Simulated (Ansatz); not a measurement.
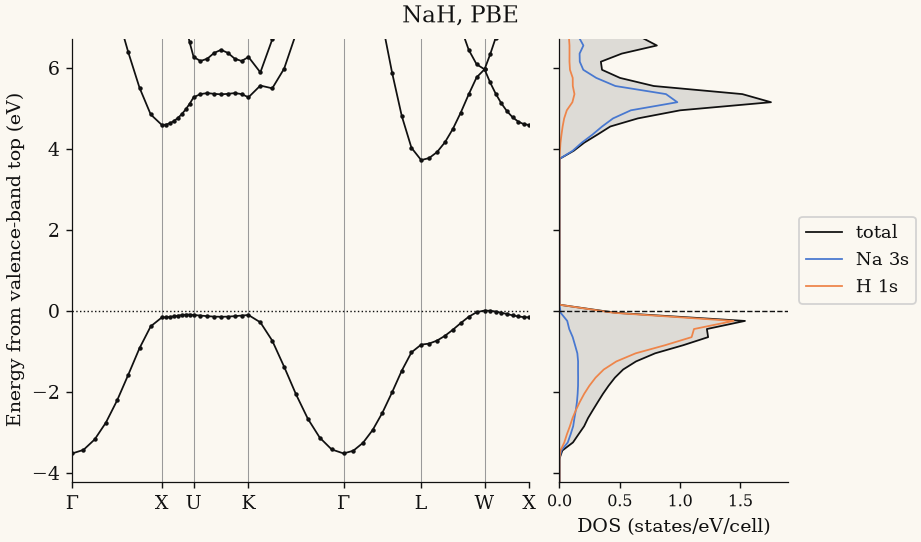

Band structure and density of states. Energies are counted from the top of the valence band. The path runs straight from each named point to the next. The partial curves are projected on atomic shells; they sum to less than the total at higher energies, where shells without a projector contribute.

Structure: NaH, space group Fm-3m, 2 atoms in the cell; a = 3.45 Å, b = 3.45 Å, c = 3.45 Å, α = 60.00°, β = 60.00°, γ = 60.00°.

Ansatz; DFT, PBE, all-electron LAPW, scalar-relativistic, no spin polarisation, 9×9×9 k mesh.

> Is there a gap? Give its size, its kind and where the band edges lie.

The material is gapped. The gap along this path is 3.71 eV and indirect, from the valence-band top at W to the conduction-band bottom at L; the smallest direct gap is 4.56 eV, at L.

> What is the character of the states on either side of the gap?

By projected weight, the top eV of the valence band is H 1s almost alone; the bottom eV of the conduction band is Na 3s almost alone.
